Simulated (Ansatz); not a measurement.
# Run report: WS₂, geometry relaxation (part 2 of 2)

The same run, continued: WS₂ (P-6m2, 3 atoms in the cell); DFT PBE+D3(BJ), scalar-relativistic, plane waves, PAW, no spin polarisation (Ansatz 0.2.0); cutoff 420 eV, 12×12×2 k-mesh, Gaussian smearing of 0.02 eV. The structure derives from a Materials Project entry.

Geometry of the input (Å; fractional positions):
```
3.1835  0.0000  0.0000
-1.5918  2.7570  0.0000
0.0000  0.0000  16.9506
W  0.3333  0.6667  0.0000
S  0.6667  0.3333  0.9080
S  0.6667  0.3333  0.0920
```

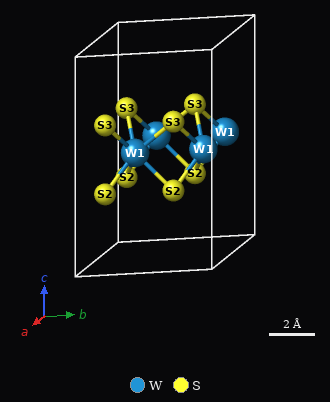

Fig. 1: The geometry at step 2 of the log (ball-and-stick view of the 2 × 2 repeat of the cell, with the vacuum cut short, seen slightly off an axis; atoms are numbered from 1 in the order of the input).

The program's output, continued:
```
SCF iter   1: F=—  HF=-12192.362091 eV  |F-HF|=—  |Δ(HF+E_count)|=         —  Δρ=1.04e-3  dr2=2.13e-3  ethr=9.01e-6  ⟨swp⟩=2.7  Hψ=5182  notcnv=0
preconditioner: auto → none  [insulator: Δε(μ)=1.912 eV  Ē_g=8.770 eV  σ=0.020 eV  W_gap=1.00  n_scr=10 (ndim 8)  ℏωp=13.0 eV  f_vac=0.609  D(μ)=0.00/eV (n_scr^D=0)  ε∞_Penn≈3.2]
SCF iter   2: F=—  HF=-12192.361926 eV  |F-HF|=—  |Δ(HF+E_count)|=   1.64e-4  Δρ=7.71e-4  dr2=2.40e-3  ethr=8.20e-6  ⟨swp⟩=2.0  Hψ=1064  notcnv=0
SCF iter   3: F=—  HF=-12192.361722 eV  |F-HF|=—  |Δ(HF+E_count)|=   2.04e-4  Δρ=4.96e-4  dr2=9.86e-4  ethr=8.20e-6  ⟨swp⟩=2.1  Hψ=1067  notcnv=0
SCF iter   4: F=—  HF=-12192.361586 eV  |F-HF|=—  |Δ(HF+E_count)|=   1.36e-4  Δρ=2.27e-4  dr2=1.44e-4  ethr=3.79e-6  ⟨swp⟩=1.2  Hψ=652  notcnv=0
SCF iter   5: F=—  HF=-12192.361569 eV  |F-HF|=—  |Δ(HF+E_count)|=   1.80e-5  Δρ=6.31e-5  dr2=7.19e-6  ethr=5.53e-7  ⟨swp⟩=2.2  Hψ=936  notcnv=0
SCF iter   6: F=—  HF=-12192.361612 eV  |F-HF|=—  |Δ(HF+E_count)|=   4.31e-5  Δρ=1.13e-5  dr2=3.39e-7  ethr=2.77e-8  ⟨swp⟩=2.2  Hψ=928  notcnv=0
SCF iter   7: F=—  HF=-12192.361554 eV  |F-HF|=—  |Δ(HF+E_count)|=   5.80e-5  Δρ=1.93e-6  dr2=2.67e-9  ethr=1.30e-9  ⟨swp⟩=2.7  Hψ=1086  notcnv=0
SCF iter   8: F=—  HF=-12192.361554 eV  |F-HF|=—  |Δ(HF+E_count)|=  5.91e-10  Δρ=2.98e-7  dr2=3.75e-10  ethr=1.03e-11  ⟨swp⟩=3.1  Hψ=1318  notcnv=0
SCF iter   9: F=-12192.361554 eV  HF=-12192.361554 eV  |F-HF|=1.09e-11  |Δ(HF+E_count)|=  8.37e-11  Δρ=4.43e-8  dr2=5.13e-12  ethr=1.00e-12  ⟨swp⟩=7.7  Hψ=4419  notcnv=0
SCF 3 converged in 9 iterations: F = -12192.361554 eV  dr2 = 5.13e-12
relax step   3: F+E_penalty+E_count = -12192.36155353 eV  Δ(F+E_penalty+E_count) = -7.136e-3 eV  max|allowed force component| = 1.008e-3 eV/Å  Δτ_max = 0.0176 Å  P = -0.016 GPa  Ω = 146.463 Å³  energy of the carried Pulay correction = +1.468e-4 eV  (9 SCF iters, accepted)
Initial wavefunctions: pseudopotential atomic-orbital guess (no wavefunctions were taken with the density)
iter 1 solved again at ethr=3.24e-7 eV; its pass at ethr=3.10e-3 eV (dr2=8.42e-5 eV) is discarded
SCF iter   1: F=—  HF=-12192.361424 eV  |F-HF|=—  |Δ(HF+E_count)|=         —  Δρ=1.58e-5  dr2=5.25e-8  ethr=3.24e-7  ⟨swp⟩=4.1  Hψ=6918  notcnv=0
eigensolver tolerance schedule: the retry pair's looser diagonalisation over-reported the residual by 1600.52 of it (diagonalisation noise at 0.20 of the residual, at the tolerance the schedule requests for it); recorded, not acted on — ethr = c·dr2/N_el stays at c = 1.0e-1
preconditioner: auto → none  [insulator: Δε(μ)=1.919 eV  Ē_g=8.772 eV  σ=0.020 eV  W_gap=1.00  n_scr=10 (ndim 8)  ℏωp=13.0 eV  f_vac=0.608  D(μ)=0.00/eV (n_scr^D=0)  ε∞_Penn≈3.2]
SCF iter   2: F=—  HF=-12192.361409 eV  |F-HF|=—  |Δ(HF+E_count)|=   1.54e-5  Δρ=7.72e-6  dr2=1.18e-8  ethr=2.02e-10  ⟨swp⟩=3.9  Hψ=1639  notcnv=0
SCF iter   3: F=—  HF=-12192.361409 eV  |F-HF|=—  |Δ(HF+E_count)|=   9.67e-9  Δρ=1.41e-6  dr2=1.23e-8  ethr=4.54e-11  ⟨swp⟩=2.0  Hψ=1140  notcnv=0
SCF iter   4: F=—  HF=-12192.361409 eV  |F-HF|=—  |Δ(HF+E_count)|=   1.80e-9  Δρ=8.35e-7  dr2=1.89e-9  ethr=4.54e-11  ⟨swp⟩=2.0  Hψ=893  notcnv=0
SCF iter   5: F=—  HF=-12192.361409 eV  |F-HF|=—  |Δ(HF+E_count)|=  2.04e-10  Δρ=3.09e-7  dr2=5.52e-11  ethr=7.26e-12  ⟨swp⟩=2.3  Hψ=886  notcnv=0
SCF iter   6: F=-12192.361409 eV  HF=-12192.361409 eV  |F-HF|=1.46e-11  |Δ(HF+E_count)|=  1.64e-11  Δρ=7.44e-8  dr2=4.37e-12  ethr=1.00e-12  ⟨swp⟩=8.7  Hψ=3921  notcnv=0
SCF 4 converged in 6 iterations: F = -12192.361409 eV  dr2 = 4.37e-12
relax step   4: F+E_penalty+E_count = -12192.36140884 eV  Δ(F+E_penalty+E_count) = +1.447e-4 eV  max|allowed force component| = 9.418e-4 eV/Å  Δτ_max = 0.0000 Å  P = -0.016 GPa  Ω = 146.463 Å³  stress off target by 1.70e-2 GPa  SCF on the basis re-selected at this cell (its energy is not comparable with the rows above)  (6 SCF iters)
basis re-selected at this cell: Δ(F+E_penalty+E_count) = +1.447e-4 eV, ΔP = -0.000 GPa vs the last step (what re-selecting the basis moved, of the pressure what is left beyond the Pulay correction that the steps carried, after the strain that the cell walked since its last selection, with what the two solves' SCF thresholds leave and, on support functions, any second-order correction that the steps lacked; it is no measure of the basis error at this ecutwfc). This SCF's stress stands 1.70e-2 GPa from its target on what of the cell is left free (relax.cell.stress_tol is 5.00e-2 GPa) and its largest allowed force component is 9.42e-4 eV/Å (relax.f_tol is 5.00e-3 eV/Å): within both
WARN: The output density's exchange-correlation potential varies sharply where the density is thin. Do not read a vacuum level from v_tot or v_xc, or from such a field of the output density. On a cell that repeats whose density bears no net charge and no dipole along the vacuum's axis use v_es (v_loc + v_h of the components); under efield.dipole_correction with no amplitude use v_es + v_field, which holds any external_charges[].barrier, or the levels of the report's work_function block, which leave it out; under a non-zero efield.amplitude the vacuum is tilted and has no level; on a cell that repeats and bears such a dipole with no correction it is tilted too, and efield.dipole_correction with no amplitude gives each side of its ramp a level where efield: is served; in a cell that repeats whose density bears a net charge (total_charge, or a fill off its count) it is curved and has none; of a slab under crystal.periodic whose density bears no net charge use v_es, which has a level on each side, short of where the two are joined; of another it falls or rises all the way out and has none; of a slab beside external_charges read slab_vacuum_level instead, which it has where they leave it neutral. The grid or the basis barely resolves most such structure, and the values can differ between equally converged runs; as a rule a tighter scf.convergence.dr2_threshold does not remove it. Where the density itself ripples (under the LDA too) a higher basis.ecutwfc lessens it. The files hold the spikes' plane waves up to the density's cutoff. Files: v_tot_of_output_density and the like, and their columns of v_z.tsv (output.write_potential); v_xc_of_output_density and the like, and their columns of v_comp_z.tsv (output.write_potential_components). Measured: with its Gaussian average of σ = 0.25 Å subtracted twice, the exchange-correlation potential is over 0.1 eV at 8 of the grid points where the equally averaged density (valence and model cores) is under 1e-3 e/Å³, and 0.224 eV at the most among them, at an averaged density of 1.3e-8 e/Å³. The input density's (outcome.potential() and, of a run that writes arrays, v_tot and v_xc) is over 0.1 eV, so measured, at 13 points of its own thin density, 0.241 eV at the most. See output.write_potential in the manual, Limitations
SCF converged after 6 iterations
Free energy (F): -12192.361409 eV
Harris-Foulkes:  -12192.361409 eV  (|F-HF|=1.46e-11)
Internal energy: -12192.361409 eV  (E = F + TS)
E sigma→0 (E₀):  -12192.361409 eV
Fermi energy:    1.370891 eV
--- Per-component energies (eV) ---
  E_band       = -463.531824
  E_kinetic    = 666.288449
  E_local      = -12495.357084  (includes V_loc(G=0)·N_el)
  E_nonlocal   = 57.290127
  E_hartree    = 5929.145426
  E_xc         = -462.116127
  E_vxc        = -414.953018  (∫ρ·V_xc dr)
  E_paw        = -9763.127175  (= ΣΔE_a)
  E_vpaw       = -135.090960  (= ΣTr[D̂ρ^β])
  E_aug_tail   = -0.000062  (compensation charges beyond the density's cutoff)
  E_ewald      = 3876.447409
  E_disp       = -0.932371  (pairwise vdW)
  E_smearing   = -0.000000  (= −TS)
  E_closure    = -0.000000  (closes the sum)
  Σ components = -12192.361409   (vs F -12192.361409, Δ=0.00e0)
--- Forces (eV/Å), atoms counted from 1 ---
  atom   1  W     -0.00000000     0.00000000     0.00000000
  atom   2  S     -0.00000000    -0.00000000     0.00094179
  atom   3  S     -0.00000000    -0.00000000    -0.00094179
  max |Σ_I F_I| component: 2.31e-17 eV/Å
--- Stress (GPa, compression-positive) ---
       -0.015198      -0.000000       0.000000
        0.000000      -0.015198       0.000000
        0.000000       0.000000      -0.016989
  P = ⅓ Tr σ = -0.0158 GPa (-0.158 kbar)
--- Band table (eV; the first three rows and the last of 38) ---
  k-point 0: bands = ["-73.5188", "-37.8133", "-37.6358", "-37.6358", "-14.4173", "-12.7840", "-6.0078", "-2.4034", "-2.4034", "-1.7808", "-1.1559", "-1.1559", "0.2800", "3.3504", "3.3504", "3.4825", "3.4825"]
  k-point 1: bands = ["-73.5188", "-37.8133", "-37.6358", "-37.6358", "-14.4173", "-12.7840", "-6.0078", "-2.4034", "-2.4034", "-1.7808", "-1.1559", "-1.1559", "0.2800", "3.3504", "3.3504", "3.4825", "3.4825"]
  k-point 2: bands = ["-73.5175", "-37.8088", "-37.6605", "-37.6415", "-14.2999", "-12.7402", "-5.8669", "-2.7074", "-2.2880", "-2.1514", "-1.3407", "-0.9939", "0.2308", "3.1856", "3.2479", "3.3784", "3.5666"]
  k-point 37: bands = ["-73.4978", "-37.9031", "-37.8683", "-37.7381", "-11.8998", "-11.8281", "-5.4116", "-4.9879", "-4.1152", "-3.4837", "-2.8756", "-2.0168", "0.4115", "2.3303", "3.7047", "4.4817", "6.0487"]
--- Relaxed structure (3 steps of the walk, 2 accepted, 1 SCFs on fresh bases) ---
  F+E_penalty+E_count = -12192.36140884 eV   max|allowed force component| = 9.418e-4 eV/Å   (the final SCF, on the basis selected at the relaxed cell)
  cell:  # Å, volume = 146.4626 Å³
    - [3.1597166941986976, 0.0, 0.0]
    - [-1.5798583470993488, 2.736394925937859, 0.0]
    - [0.0, 0.0, 16.939467192022544]
  atoms:
    - { symbol: W, position: [0.3333333333333333, 0.6666666666666666, 0.0] }
    - { symbol: S, position: [0.6666666666666667, 0.33333333333333337, 0.9069626205175618] }
    - { symbol: S, position: [0.6666666666666667, 0.33333333333333337, 0.09303737948243804] }
```

Trajectory as extended XYZ (Å, eV, eV/Å), 4 frames, from step=1 to step=4:
```
3
Lattice="3.1835 0.0000 0.0000 -1.5918 2.7570 0.0000 0.0000 0.0000 16.9506" Properties=species:S:1:pos:R:3:forces:R:3 step=1 energy=-12192.35442 pressure_GPa=-0.23
W     0.0000    1.8380    0.0000    0.0000   0.0000   0.0000
S     1.5918    0.9190   15.3911    0.0000   0.0000  -0.1611
S     1.5918    0.9190    1.5595    0.0000   0.0000   0.1611
3
Lattice="3.1326 0.0000 0.0000 -1.5663 2.7129 0.0000 0.0000 0.0000 16.9505" Properties=species:S:1:pos:R:3:forces:R:3 step=2 energy=-12192.35122 pressure_GPa=0.11 accepted=F
W     0.0000    1.8086    0.0000    0.0000   0.0000   0.0000
S     1.5663    0.9043   15.3518    0.0000   0.0000   0.2552
S     1.5663    0.9043    1.5987    0.0000   0.0000  -0.2552
3
Lattice="3.1597 0.0000 0.0000 -1.5799 2.7364 0.0000 0.0000 0.0000 16.9395" Properties=species:S:1:pos:R:3:forces:R:3 step=3 energy=-12192.36155 pressure_GPa=-0.02
W     0.0000    1.8243    0.0000    0.0000   0.0000   0.0000
S     1.5799    0.9121   15.3635    0.0000   0.0000   0.0010
S     1.5799    0.9121    1.5760    0.0000   0.0000  -0.0010
3
Lattice="3.1597 0.0000 0.0000 -1.5799 2.7364 0.0000 0.0000 0.0000 16.9395" Properties=species:S:1:pos:R:3:forces:R:3 step=4 energy=-12192.36141 pressure_GPa=-0.02
W     0.0000    1.8243    0.0000    0.0000   0.0000   0.0000
S     1.5799    0.9121   15.3635    0.0000   0.0000   0.0009
S     1.5799    0.9121    1.5760    0.0000   0.0000  -0.0009
```

Key numbers:

- outcome: converged
- space group (tolerance 0.01 Å): P-6m2 (187)
- electrons treated: 26
- free energy: −12192.3614 eV
- Fermi energy: 1.371 eV
- gap on the k-point mesh: 1.92 eV
- pressure: −0.02 GPa
- final volume: 146.46 Å³
- largest force (length of the vector) at the end: 0.001 eV/Å
- final cell: a = 3.160 Å, b = 3.160 Å, c = 16.939 Å, α = 90.00°, β = 90.00°, γ = 120.00°
- hardware: 4 threads of Oxide Virtual Turin-like (Zen 5), 32 GiB of memory available, shared host
- wall time: 12 s (CPU time 44 s)
- peak memory: 0.53 GiB

Remarks:

Warnings of the run: the exchange-correlation potential is rough where the density is thin. Spin–orbit coupling is left out, which matters for W.
